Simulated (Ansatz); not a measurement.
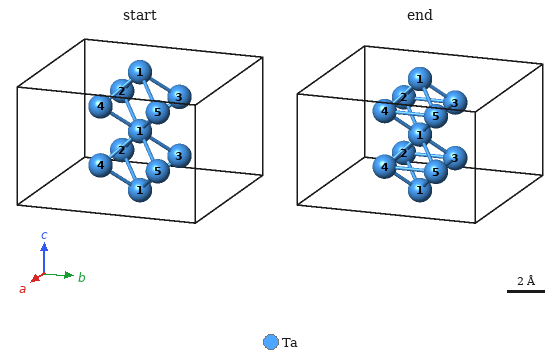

The structure of a wire of composition Ta before (left) and after (right) a relaxation, at one scale.

A ball-and-stick model of the 2 repeat of the cell, with the vacuum cut short, seen slightly off an axis.

Case: wire along [0 0 1], 5 atoms a period.

Theory: Ansatz 0.2.0, DFT PBE, scalar-relativistic, plane waves, PAW. Set-up: plane-wave cutoff 420 eV; k-point mesh 1 × 1 × 16; occupations gaussian; smearing width 0.05 eV; no spin polarisation; cell relaxed at fixed a, b, alpha, beta, gamma; force threshold 0.02 eV/Å; at most 45 steps.

Question: What changed between the two?

Answer: The largest moves, 0.25 Å, are those of Ta2, Ta3, Ta4 and Ta5. Along the periodic axis the drawn cell goes c 6.638 → 6.251 Å (−5.8 %). Near-neighbour distances that change, for instance: Ta2–Ta4 3.319 → 2.956 Å, Ta2–Ta3 3.319 → 2.967 Å, Ta1–Ta2 2.874 → 2.613 Å, Ta1–Ta1 3.319 → 3.126 Å. Bond angles that change, for instance: Ta1–Ta2–Ta1 70.5° → 73.5°. After 6 accepted moves (7 points after the start) the energy has fallen by 2.625 eV per cell of the calculation. Largest force component: 2.3 eV/Å at the start, 0.0035 eV/Å at the end. At 1 point the geometry stayed and the basis and grid were re-selected for the new cell (energy shift of 1.1 meV per cell of the calculation at most each time). The run took 37 s on 4 threads of Arm Neoverse V1, with other jobs on the host, peak memory 0.88 GiB.

Limits of the set-up: the k-point mesh is coarse for a cell with partly filled bands.
